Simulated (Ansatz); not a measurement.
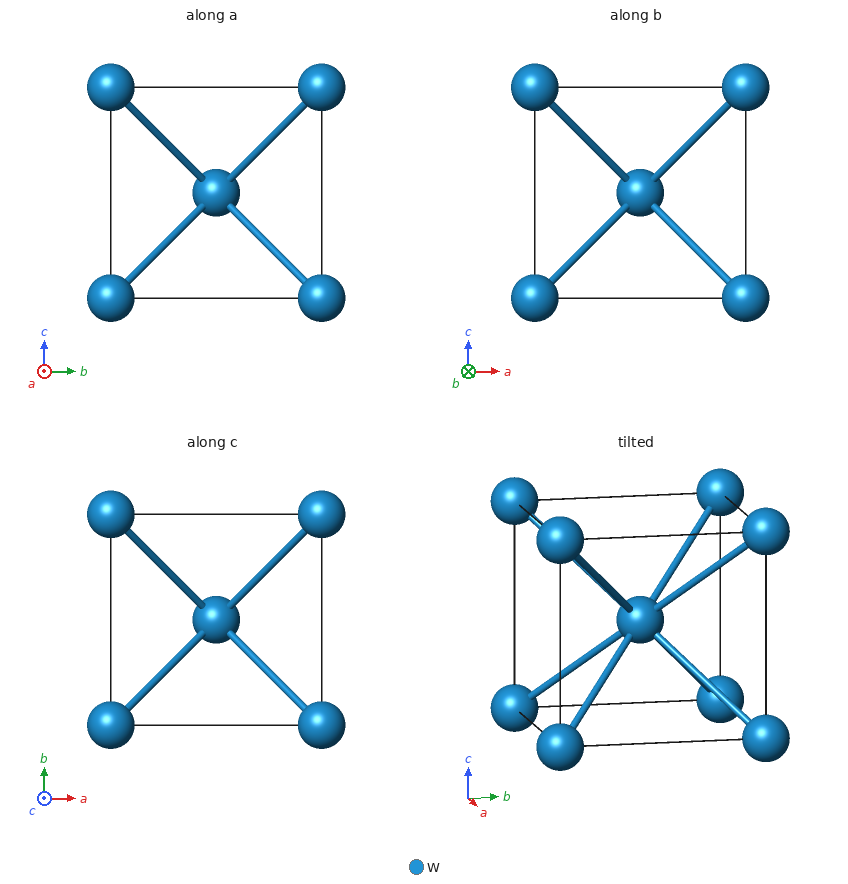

A ball-and-stick rendering, viewed along the a axis, along the b axis, along the c axis and slightly off an axis. The conventional unit cell is drawn as a box.

Lattice parameters: a = 3.154 Å, b = 3.154 Å, c = 3.154 Å, α = 90.00°, β = 90.00°, γ = 90.00°.

Q: Set out the cell and atoms as a table of Wyckoff sites.

A: Space group Im-3m (No. 229).
```json
{"atom": "W", "site": "2a", "x": "0.0000", "y": "0.0000", "z": "0.0000"}
```

It goes back to a structure type filled with this element by a generator (whether the element takes this form wasn't checked). The geometry is the end of a relaxation with Ansatz 0.2.0, DFT PBEsol, scalar-relativistic, plane waves, PAW.
